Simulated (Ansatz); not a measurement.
Consider Si.

The calculation's input:

```
crystal:
  lattice:
    - [2.1950119205, 0.0, -3.1419082324]
    - [-3.3200379563, -5.7504456475, 0.0180644489]
    - [-3.3200379563, 5.7504456475, 0.0180644489]
  atoms:
    - { symbol: Si, position: [0.875047384, 0.4583883921, 0.7917217255] }
    - { symbol: Si, position: [0.875047384, 0.7917217255, 0.4583883921] }
    - { symbol: Si, position: [0.875047384, 0.1250550588, 0.1250550588] }
    - { symbol: Si, position: [0.124952616, 0.2082782745, 0.5416116079] }
    - { symbol: Si, position: [0.124952616, 0.5416116079, 0.2082782745] }
    - { symbol: Si, position: [0.124952616, 0.8749449412, 0.8749449412] }
basis:
  ecutwfc: 420
kpoints:
  mp_grid: { grid: [12, 8, 8] }
hamiltonian:
  xc: pbe
  dispersion: d3bj
scf:
  occupations: { method: gaussian, width: 0.01 }
output:
  forces: true
  stress: true
  eigenvalues: true
  write_density: true
  write_potential: true
  elf: true
  volumetric_format: npy
relax:
  adjacent_minimum: "off"
  f_tol: 0.015
  max_steps: 60
  cell: { stress_tol: 0.15 }
```

Run with:

```sh
ansatz run input.yaml --threads 1 --pin off --max-ram 2560MiB --backend cpu --events-out ev --progress --plain --runs-dir out
```

The fields are those of the relaxed geometry.

Space group Fd-3m; a structure from a database of computed crystals, not necessarily the ambient phase.

The calculation used DFT PBE+D3(BJ), scalar-relativistic, plane waves, PAW (Ansatz).

Q: What will maps of the valence pseudo-density and electron localisation function show?

A: Si–Si (2.35 Å): ρ is about 0.57 e/Å³ halfway; the ELF peaks at about 0.95 between the atoms; a shared electron pair.

Q: Does the calculation make it a metal, or give it a gap?

A: It is gapped, with a Kohn–Sham gap of 0.60 eV on the k-point mesh, an upper bound to the gap of this method.

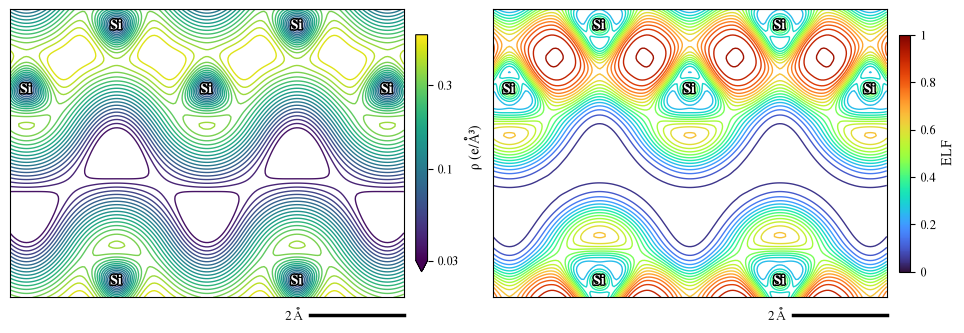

Computed valence pseudo-density and electron localisation function on the (011̄) plane of the calculation cell, in this order. 
